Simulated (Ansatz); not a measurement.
## Sn9O16 (charge +2): geometry relaxation (part 3 of 3)

Sn9O16 (defect cell, 25 atoms in the cell, total charge +2); DFT PBE, scalar-relativistic, plane waves, PAW, no spin polarisation (Ansatz 0.2.0); cutoff 420 eV, 3×3×3 k-mesh, Gaussian smearing of 0.01 eV. The structure derives from a Materials Project entry. It belongs to a series of runs on one base structure; here: Sn interstitial, charge +2, atoms relaxed at the host's cell.

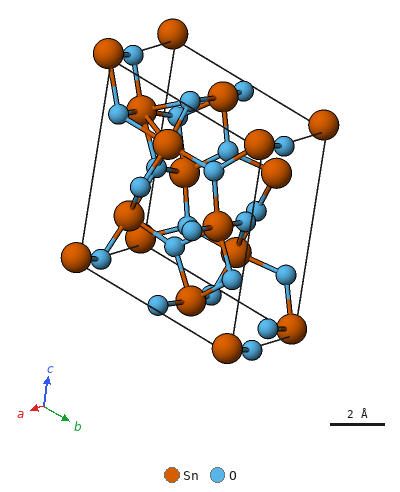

*The geometry at step 5 of the log (ball-and-stick view of the cell of the calculation, seen slightly off an axis).*

## What the program printed, continued
```
  k-point 13: bands = ["-11.0199", "-10.9004", "-10.8289", "-10.7632", "-10.7090", "-10.6868", "-10.5941", "-10.4406", "-10.4154", "-10.3740", "-10.2742", "-10.2318", "-10.1942", "-10.1475", "-10.0940", "-10.0645", "-10.0075", "-9.9800", "-9.9604", "-9.9475", "-9.9326", "-9.9102", "-9.8807", "-9.8565", "-9.8427", "-9.8190", "-9.7978", "-9.7889", "-9.7838", "-9.7702", "-9.7659", "-9.7568", "-9.7505", "-9.7347", "-9.7293", "-9.7116", "-9.7064", "-9.7013", "-9.6911", "-9.6759", "-9.6251", "-9.5177", "-9.5027", "-9.3658", "-9.2604", "-8.3590", "-8.1377", "-7.8715", "-7.6957", "-7.4463", "-7.2148", "-7.1333", "-6.9619", "-6.3720", "-6.3218", "-6.0243", "-5.9439", "-5.8167", "-5.6795", "-5.5474", "-5.4391", "2.5617", "2.7601", "2.9897", "3.0496", "3.3560", "3.6012", "3.7871", "4.1096", "4.6979", "4.7633", "5.0740", "5.1509", "5.3483", "5.4689", "5.8337", "5.9645", "6.1721", "6.2249", "6.3175", "6.4486", "6.7232", "6.8853", "7.0325", "7.2820", "7.4560", "7.5092", "7.7431", "7.8843", "7.9674", "8.0521", "8.1361", "8.2328", "8.3227", "8.4380", "8.4991", "8.5838", "8.6222", "8.7156", "8.7576", "8.8022", "8.8552", "8.9110", "9.0295", "9.1901", "9.2189", "9.3647", "9.4866", "9.5642", "12.2211", "13.4277", "13.7007", "14.1768", "14.3805", "14.6635", "15.2508", "15.3999", "15.8190", "16.1224", "16.5334", "17.2215", "17.3918", "17.6388", "17.7624", "18.0821", "18.1548", "18.5746", "18.8931", "19.2263", "19.4624", "19.7002", "19.8098", "19.9884", "20.2031", "20.4289"]
--- Relaxed structure (8 steps of the walk, 6 accepted, 0 SCFs on fresh bases) ---
  F+E_penalty+E_count = -63314.92796223 eV   max|allowed force component| = 1.044e-2 eV/Å
  atoms:
    - { symbol: Sn, position: [0.12822592698691784, 0.6154383908565109, 0.24527077009906117] }
    - { symbol: Sn, position: [0.9026607618509208, 0.3883351974953051, 0.7490086835284724] }
    - { symbol: Sn, position: [0.6317322544301616, 0.11947447231285097, 0.25268861575024787] }
    - { symbol: Sn, position: [0.2777061017714523, 0.8385342666029937, 0.7490116377571747] }
    - { symbol: Sn, position: [0.741868981600341, 0.7084862684674353, 0.47290286323419317] }
    - { symbol: Sn, position: [0.4978156615869088, 0.5226733109230484, 0.0033636200288565407] }
    - { symbol: Sn, position: [0.24325398404109105, 0.26824967350723194, 0.49464808445179176] }
    - { symbol: Sn, position: [1.0178165999497264, 0.9842365832977726, 0.02517224265721697] }
    - { symbol: O, position: [0.10752249564986183, 0.9302848088196043, 0.27412192063036656] }
    - { symbol: O, position: [0.8929669116457928, 0.6865397423598849, 0.7489531337743568] }
    - { symbol: O, position: [0.5824396846052352, 0.4055613768753844, 0.224015963427048] }
    - { symbol: O, position: [0.3301442058845033, 0.2061295616957094, 0.7491038280454666] }
    - { symbol: O, position: [0.16364516193627185, 0.3129663506080496, 0.2444217742716319] }
    - { symbol: O, position: [0.8993323083258409, 0.06030325546028609, 0.7489841857446008] }
    - { symbol: O, position: [0.6680950816427864, 0.8177727256038854, 0.2534989609414234] }
    - { symbol: O, position: [0.4026160724202829, 0.5714648345241254, 0.7489950883256435] }
    - { symbol: O, position: [0.4578800069801451, 0.7634651552107093, 0.4936265224135572] }
    - { symbol: O, position: [0.19682237035392075, 0.5307876122198729, 0.005276542890713169] }
    - { symbol: O, position: [0.9403990636572724, 0.27438082478345005, 0.49267079288801446] }
    - { symbol: O, position: [0.7133051632905208, 0.01951700642479564, 0.004441390965683621] }
    - { symbol: O, position: [0.02499853626275736, 0.6633816435250779, 0.4576351060915429] }
    - { symbol: O, position: [0.7919368244975926, 0.44015923478942826, -0.02759550823601985] }
    - { symbol: O, position: [0.5684348553005284, 0.21667473551159802, 0.525775224634593] }
    - { symbol: O, position: [0.31625020983477237, -0.04508943321961614, 0.04034786402917862] }
    - { symbol: Sn, position: [0.5991929728943952, 1.0803409404446054, 0.7488166119551848] }
```

## Trajectory as extended XYZ (Å, eV, eV/Å), 8 frames, from step=1 to step=8
```
25
Lattice="-4.8272 -4.8272 0.0000 -4.8272 4.8272 0.0000 4.8272 0.0000 -6.4763" Properties=species:S:1:pos:R:3:forces:R:3 step=1 energy=-63314.71742
Sn   -2.4105    2.3746   -1.5803   -0.0770   0.0270   0.2498
Sn   -2.5741   -2.5063   -4.8521   -0.1086   0.0297  -0.0152
Sn   -2.4103   -2.4536   -1.6475   -0.0502  -0.0184  -0.1252
Sn   -1.6851    2.8152   -4.8386   -0.2368  -0.1627  -0.3414
Sn   -4.7020   -0.1821   -3.0467    0.1484   0.0201   0.3469
Sn   -4.9893    0.1724   -0.0166   -0.0115  -0.0467  -0.2431
Sn   -0.1624    0.1723   -3.2110    0.0522  -0.0120   0.2580
Sn   -9.5302   -0.1819   -0.1806    0.1615   0.0372  -0.2858
O    -3.6864    3.9909   -1.8183   -0.0012  -0.0925  -0.0339
O    -4.0115   -1.0251   -4.8520   -0.1622   0.0361   0.0338
O    -3.6861   -0.8371   -1.4088   -0.0144  -0.0299  -0.0412
O     0.8850   -0.5142   -4.8518    0.4797  -0.6357   0.0036
O    -1.1769    0.6815   -1.5393    0.0864  -0.0372  -0.1021
O    -0.9455   -4.0268   -4.8415   -0.0935  -0.0277  -0.0722
O    -6.0038    0.6808   -1.6886    0.1699  -0.0936   0.0623
O    -1.2020    0.8526   -4.8520   -0.0964   0.1916   0.0478
O    -3.5344    1.4665   -3.1114   -0.0668   0.1192  -0.5612
O    -3.4818    1.5922   -0.0291    0.1921   0.1162   0.1620
O    -3.4818   -3.2353   -3.1989    0.1815   0.1362  -0.1951
O    -3.5003   -3.3906   -0.1289   -0.3645   0.3506   1.0047
O    -0.9928    2.9703   -2.8997   -0.2201   0.1106  -0.3132
O    -6.0994   -1.6739    0.1549   -0.0806  -0.2008   0.1675
O    -1.2724   -1.6740   -3.3825   -0.0642  -0.1622  -0.1783
O    -0.9926   -1.8575   -0.3281   -0.2835   0.1472   0.5279
Sn   -4.3914    2.3278   -4.8335    0.4599   0.1973  -0.3564
25
Lattice="-4.8272 -4.8272 0.0000 -4.8272 4.8272 0.0000 4.8272 0.0000 -6.4763" Properties=species:S:1:pos:R:3:forces:R:3 step=2 energy=-63314.83926
Sn   -2.4144    2.3642   -1.5825    0.1461  -0.0777   0.0860
Sn   -2.5865   -2.4920   -4.8516    0.0826   0.1182   0.0336
Sn   -2.4156   -2.4671   -1.6340    0.1555  -0.0261  -0.2577
Sn   -1.7466    2.7998   -4.8570    0.6574   0.0359  -0.0079
Sn   -4.6993   -0.1729   -3.0376   -0.0858  -0.1379  -0.1056
Sn   -4.9668    0.1511   -0.0026   -0.1004   0.0926  -0.2229
Sn   -0.1360    0.1551   -3.2224   -0.1585   0.1144   0.2143
Sn   -9.5230   -0.1649   -0.1903   -0.1159  -0.1390   0.1188
O    -3.6831    3.9773   -1.8186   -0.0722   0.0609   0.0644
O    -4.0451   -1.0234   -4.8515    0.1368  -0.0866  -0.0230
O    -3.6836   -0.8489   -1.4107   -0.0682   0.0093  -0.0255
O     0.9515   -0.5412   -4.8514    0.0324   0.0764   0.0061
O    -1.1590    0.6837   -1.5655    0.0734   0.0724  -0.0421
O    -0.9534   -4.0147   -4.8493   -0.0480  -0.0065  -0.0161
O    -5.9840    0.6783   -1.6626    0.0034   0.1119   0.0856
O    -1.1928    0.8548   -4.8498    0.2691  -0.1951  -0.0269
O    -3.5170    1.4684   -3.1556   -0.0332  -0.0364  -0.0578
O    -3.4690    1.5857   -0.0199   -0.0449   0.0158  -0.0879
O    -3.4685   -3.2354   -3.2047   -0.0538  -0.0074   0.1148
O    -3.5085   -3.3595   -0.0648   -0.0905   0.0109   0.1496
O    -1.0417    3.0031   -2.9347   -0.0813   0.1881  -0.1741
O    -6.1002   -1.6937    0.1622    0.0913   0.1034   0.0713
O    -1.2731   -1.6904   -3.3865    0.1080   0.0808  -0.1009
O    -1.0317   -1.8173   -0.3023   -0.1265   0.1203   0.2565
Sn   -4.3902    2.3391   -4.8395   -0.6768  -0.4989  -0.0523
25
Lattice="-4.8272 -4.8272 0.0000 -4.8272 4.8272 0.0000 4.8272 0.0000 -6.4763" Properties=species:S:1:pos:R:3:forces:R:3 step=3 energy=-63314.88662
Sn   -2.4115    2.3658   -1.5811    0.1105  -0.0518   0.0274
Sn   -2.5851   -2.4866   -4.8510   -0.0486   0.0840   0.0029
Sn   -2.4130   -2.4653   -1.6378    0.1311  -0.0248  -0.1406
Sn   -1.7348    2.7856   -4.8580    0.1682  -0.0250   0.0530
Sn   -4.7023   -0.1707   -3.0443   -0.0611  -0.1615  -0.0474
Sn   -4.9566    0.1495   -0.0124    0.0408  -0.0248   0.0137
Sn   -0.1280    0.1541   -3.2128   -0.0062  -0.0235  -0.0143
Sn   -9.5275   -0.1629   -0.1815   -0.0707  -0.1731   0.0349
O    -3.6849    3.9775   -1.8050   -0.0531   0.0558   0.0286
O    -4.0428   -1.0254   -4.8512    0.0974  -0.0305  -0.0188
O    -3.6854   -0.8512   -1.4229   -0.0427   0.0199   0.0112
O     0.9509   -0.5633   -4.8508    0.1209  -0.0252   0.0053
O    -1.1485    0.6947   -1.5628    0.0038   0.0826  -0.0472
O    -0.9792   -4.0313   -4.8515    0.0267   0.0155   0.0036
O    -5.9747    0.6896   -1.6634   -0.0511   0.1239   0.0678
O    -1.1651    0.8440   -4.8510    0.1042  -0.0103  -0.0176
O    -3.5160    1.4675   -3.1665    0.0008  -0.0136  -0.0237
O    -3.4658    1.5904   -0.0204   -0.0883  -0.0249  -0.0812
O    -3.4666   -3.2320   -3.2041   -0.0775  -0.0312   0.1029
O    -3.5164   -3.3530   -0.0519    0.0100  -0.0262   0.0190
O    -1.0550    3.0194   -2.9423   -0.0470   0.1252  -0.0117
O    -6.0980   -1.6872    0.1660    0.0538   0.0227   0.0093
O    -1.2682   -1.6856   -3.3925    0.0523  -0.0040  -0.0121
O    -1.0473   -1.8033   -0.2916   -0.0628   0.0882   0.0217
Sn   -4.4162    2.3186   -4.8422   -0.3126   0.0329   0.0137
25
Lattice="-4.8272 -4.8272 0.0000 -4.8272 4.8272 0.0000 4.8272 0.0000 -6.4763" Properties=species:S:1:pos:R:3:forces:R:3 step=4 energy=-63314.81535 accepted=F
Sn   -2.4080    2.3433   -1.6076    0.0224   0.0872  -0.0911
Sn   -2.6202   -2.5160   -4.8490   -0.4306   0.0918   0.0467
Sn   -2.4041   -2.4777   -1.6228   -0.0129   0.0837   0.0675
Sn   -1.8743    2.6426   -4.8493    0.3344  -0.0794   0.0152
Sn   -4.7143   -0.1746   -3.1045    0.1692   0.0202   0.2447
Sn   -4.8952    0.1321   -0.0363   -0.1209  -0.0145  -0.0858
Sn   -0.0650    0.1225   -3.1864   -0.1298   0.0080   0.0739
Sn   -9.5401   -0.1796   -0.1212    0.1641   0.0044  -0.2381
O    -3.6813    3.9935   -1.7478    0.1250  -0.1557  -0.0404
O    -3.8727   -0.9337   -4.8504   -0.0383  -0.1352   0.0001
O    -3.6809   -0.8279   -1.4779    0.1137  -0.1484   0.0680
O     1.0501   -0.6132   -4.8500    0.1165   0.2577  -0.0138
O    -1.1162    0.7093   -1.5615   -0.0743   0.1069  -0.0101
O    -0.9751   -4.1266   -4.8493   -0.6464   0.4433  -0.0264
O    -5.9458    0.7101   -1.6632   -0.0586   0.1004   0.0252
O    -1.0760    0.7971   -4.8460    0.1284  -0.0190  -0.0251
O    -3.5294    1.5151   -3.2387    0.0387  -0.0738   0.1164
O    -3.5200    1.6497   -0.0560    0.2506   0.0158   0.2646
O    -3.5241   -3.1795   -3.1668    0.2652   0.0257  -0.2825
O    -3.5215   -3.3195    0.0031   -0.0022  -0.0690  -0.0812
O    -1.1329    3.0749   -3.0047    0.0094   0.0368  -0.0141
O    -6.0476   -1.6995    0.1902   -0.2998  -0.2080  -0.0474
O    -1.2267   -1.7021   -3.4048   -0.2463  -0.2065  -0.0436
O    -1.1303   -1.7586   -0.2186    0.0297   0.0618   0.0163
Sn   -4.5860    2.3572   -4.8638    0.2928  -0.2333   0.0610
25
Lattice="-4.8272 -4.8272 0.0000 -4.8272 4.8272 0.0000 4.8272 0.0000 -6.4763" Properties=species:S:1:pos:R:3:forces:R:3 step=5 energy=-63314.92250
Sn   -2.4059    2.3551   -1.5920   -0.0034  -0.0256  -0.0175
Sn   -2.6196   -2.4882   -4.8502   -0.0196  -0.0910  -0.0135
Sn   -2.4054   -2.4705   -1.6363    0.0050  -0.0398   0.0733
Sn   -1.7842    2.7092   -4.8498   -0.0691  -0.0265  -0.0070
Sn   -4.7113   -0.1672   -3.0686   -0.0022   0.1012   0.0371
Sn   -4.9166    0.1291   -0.0239    0.0244  -0.0175  -0.0390
Sn   -0.0900    0.1275   -3.2012    0.0353  -0.0185   0.0440
Sn   -9.5390   -0.1680   -0.1556    0.0018   0.0854  -0.0477
O    -3.6828    3.9801   -1.7727    0.0100  -0.0272  -0.0246
O    -3.9824   -0.9829   -4.8509   -0.0114  -0.0186   0.0091
O    -3.6825   -0.8474   -1.4516    0.0059  -0.0096   0.0186
O     1.0230   -0.5918   -4.8504    0.0068  -0.0179  -0.0005
O    -1.1261    0.7121   -1.5721   -0.0209   0.0221  -0.0320
O    -1.0129   -4.0628   -4.8516   -0.0360   0.0527   0.0084
O    -5.9549    0.7123   -1.6519    0.0013   0.0140   0.0128
O    -1.0942    0.8152   -4.8506   -0.0211   0.0252   0.0058
O    -3.5187    1.4887   -3.2060   -0.0080  -0.0410   0.0207
O    -3.4887    1.6138   -0.0376    0.0306   0.0153   0.0147
O    -3.4910   -3.2135   -3.1874    0.0387   0.0213  -0.0258
O    -3.5196   -3.3375   -0.0216   -0.0027  -0.0562  -0.0236
O    -1.0981    3.0631   -2.9674   -0.0028   0.0346   0.0418
O    -6.0765   -1.7024    0.1833   -0.0253   0.0340  -0.0244
O    -1.2511   -1.7026   -3.4075   -0.0174   0.0335   0.0237
O    -1.0978   -1.7677   -0.2560    0.0046   0.0609  -0.0592
Sn   -4.5116    2.3351   -4.8534    0.0756  -0.1112   0.0049
25
Lattice="-4.8272 -4.8272 0.0000 -4.8272 4.8272 0.0000 4.8272 0.0000 -6.4763" Properties=species:S:1:pos:R:3:forces:R:3 step=6 energy=-63314.91144 accepted=F
Sn   -2.4059    2.3522   -1.5835   -0.0290  -0.0575   0.0439
Sn   -2.6135   -2.4853   -4.8509   -0.0299  -0.0186  -0.0096
Sn   -2.4071   -2.4782   -1.6401   -0.0170  -0.0557  -0.0487
Sn   -1.7524    2.7138   -4.8507   -0.0290  -0.0025   0.0046
Sn   -4.7082   -0.1591   -3.0549   -0.0348  -0.0610   0.0384
Sn   -4.9080    0.1085   -0.0179    0.0215   0.0097  -0.0517
Sn   -0.0820    0.1096   -3.2078    0.0198   0.0099   0.0538
Sn   -9.5380   -0.1584   -0.1711   -0.0307  -0.0534  -0.0279
O    -3.6911    3.9539   -1.7793   -0.1135   0.1326  -0.0060
O    -4.0323   -1.0156   -4.8512   -0.0445   0.0500   0.0018
O    -3.6914   -0.8754   -1.4453   -0.1030   0.1257  -0.0049
O     1.0295   -0.6095   -4.8507   -0.0230  -0.0580  -0.0007
O    -1.1004    0.7506   -1.5906    0.0561  -0.1005   0.0262
O    -1.0290   -4.0454   -4.8509    0.1579   0.0133  -0.0003
O    -5.9248    0.7499   -1.6357    0.0341  -0.0826  -0.0270
O    -1.0828    0.8135   -4.8518   -0.0127   0.0521   0.0060
O    -3.4880    1.4575   -3.1944   -0.0756   0.0519  -0.0938
O    -3.4938    1.6098   -0.0332   -0.0111  -0.0160   0.0200
O    -3.4935   -3.2176   -3.1925   -0.0092  -0.0126  -0.0126
O    -3.4894   -3.3713   -0.0285   -0.0647   0.0700   0.0828
O    -1.1485    3.1269   -2.9563    0.0565  -0.0434  -0.1445
O    -6.0948   -1.6978    0.1630    0.0902   0.0350   0.1564
O    -1.2652   -1.6980   -3.3910    0.0749   0.0266  -0.1369
O    -1.1496   -1.6997   -0.2691    0.0459  -0.0571   0.1342
Sn   -4.4775    2.3040   -4.8489    0.0710   0.0418  -0.0034
25
Lattice="-4.8272 -4.8272 0.0000 -4.8272 4.8272 0.0000 4.8272 0.0000 -6.4763" Properties=species:S:1:pos:R:3:forces:R:3 step=7 energy=-63314.92757
Sn   -2.4052    2.3530   -1.5881    0.0065   0.0123  -0.0118
Sn   -2.6184   -2.4905   -4.8511    0.0160   0.0532   0.0139
Sn   -2.4051   -2.4743   -1.6369    0.0022   0.0152  -0.0038
Sn   -1.7767    2.7114   -4.8505    0.0286  -0.0125   0.0010
Sn   -4.7133   -0.1621   -3.0618    0.0118  -0.0170  -0.0167
Sn   -4.9109    0.1220   -0.0219   -0.0122  -0.0378   0.0323
Sn   -0.0835    0.1213   -3.2034   -0.0100  -0.0361  -0.0331
Sn   -9.5411   -0.1624   -0.1635    0.0115  -0.0185   0.0165
O    -3.6875    3.9709   -1.7758    0.0026  -0.0025  -0.0072
O    -4.0068   -0.9980   -4.8507   -0.0032   0.0008  -0.0016
O    -3.6869   -0.8558   -1.4492   -0.0015  -0.0041   0.0086
O     1.0261   -0.6017   -4.8509    0.0034   0.0253  -0.0013
O    -1.1187    0.7232   -1.5823   -0.0125   0.0135   0.0165
O    -1.0161   -4.0533   -4.8507   -0.0183  -0.0025  -0.0042
O    -5.9455    0.7238   -1.6435   -0.0101   0.0060  -0.0101
O    -1.0862    0.8192   -4.8506    0.0119   0.0200  -0.0010
O    -3.5110    1.4769   -3.1992   -0.0061  -0.0008   0.0049
O    -3.4884    1.6109   -0.0360    0.0135   0.0053  -0.0067
O    -3.4882   -3.2162   -3.1894    0.0066  -0.0008   0.0072
O    -3.5101   -3.3517   -0.0259   -0.0094   0.0027  -0.0090
O    -1.1162    3.0862   -2.9648   -0.0068  -0.0092   0.0037
O    -6.0820   -1.6956    0.1830   -0.0025  -0.0286  -0.0319
O    -1.2553   -1.6963   -3.4078    0.0017  -0.0205   0.0252
O    -1.1161   -1.7415   -0.2601   -0.0072  -0.0098   0.0002
Sn   -4.4948    2.3197   -4.8518   -0.0168   0.0466   0.0084
25
Lattice="-4.8272 -4.8272 0.0000 -4.8272 4.8272 0.0000 4.8272 0.0000 -6.4763" Properties=species:S:1:pos:R:3:forces:R:3 step=8 energy=-63314.92796
Sn   -2.4058    2.3519   -1.5884   -0.0036   0.0018  -0.0022
Sn   -2.6163   -2.4827   -4.8508    0.0065  -0.0072  -0.0043
Sn   -2.4064   -2.4728   -1.6365   -0.0037  -0.0024   0.0046
Sn   -1.7727    2.7072   -4.8508   -0.0074   0.0010   0.0005
Sn   -4.7183   -0.1611   -3.0627    0.0019  -0.0006   0.0085
Sn   -4.9099    0.1200   -0.0218    0.0030   0.0057  -0.0056
Sn   -0.0814    0.1207   -3.2035   -0.0006   0.0027   0.0019
Sn   -9.5428   -0.1621   -0.1630   -0.0014   0.0038  -0.0033
O    -3.6865    3.9716   -1.7753   -0.0002  -0.0012  -0.0030
O    -4.0092   -0.9965   -4.8504    0.0001   0.0031  -0.0025
O    -3.6879   -0.8538   -1.4508    0.0068  -0.0091   0.0035
O     1.0274   -0.5986   -4.8514    0.0062  -0.0019   0.0043
O    -1.1208    0.7208   -1.5830    0.0014   0.0009   0.0010
O    -1.0169   -4.0502   -4.8506    0.0067  -0.0053   0.0020
O    -5.9489    0.7225   -1.6417   -0.0009   0.0017  -0.0063
O    -1.0865    0.8151   -4.8507   -0.0020   0.0104   0.0009
O    -3.5128    1.4751   -3.1969   -0.0070   0.0098  -0.0091
O    -3.4868    1.6121   -0.0342   -0.0064  -0.0064  -0.0005
O    -3.4858   -3.2150   -3.1907   -0.0060  -0.0055   0.0005
O    -3.5160   -3.3490   -0.0288    0.0091   0.0017   0.0037
O    -1.1139    3.0816   -2.9638   -0.0048  -0.0005  -0.0034
O    -6.0808   -1.6981    0.1787    0.0022   0.0053   0.0054
O    -1.2519   -1.6980   -3.4051   -0.0022   0.0048   0.0015
O    -1.1142   -1.7443   -0.2613   -0.0050  -0.0021   0.0047
Sn   -4.4928    2.3226   -4.8496    0.0074  -0.0104  -0.0030
```

## Results in brief

```json
{"quantity": "outcome", "value": "converged"}
{"quantity": "electrons treated", "value": "220"}
{"quantity": "free energy", "value": "−63314.9280 eV"}
{"quantity": "Fermi energy", "value": "12.538 eV"}
{"quantity": "gap on the k-point mesh", "value": "0.60 eV"}
{"quantity": "final volume", "value": "301.82 Å³"}
{"quantity": "largest force (length of the vector) at the end", "value": "0.015 eV/Å"}
{"quantity": "hardware", "value": "4 threads of Arm Neoverse V2, 24 GiB of memory available, shared host"}
{"quantity": "wall time", "value": "3.3 min (CPU time 13 min)"}
{"quantity": "peak memory", "value": "1.3 GiB"}
```

## Remarks

The cell is charged and computed with a neutralising background, so its energy and pressure depend on the cell and aren't those of a real crystal.
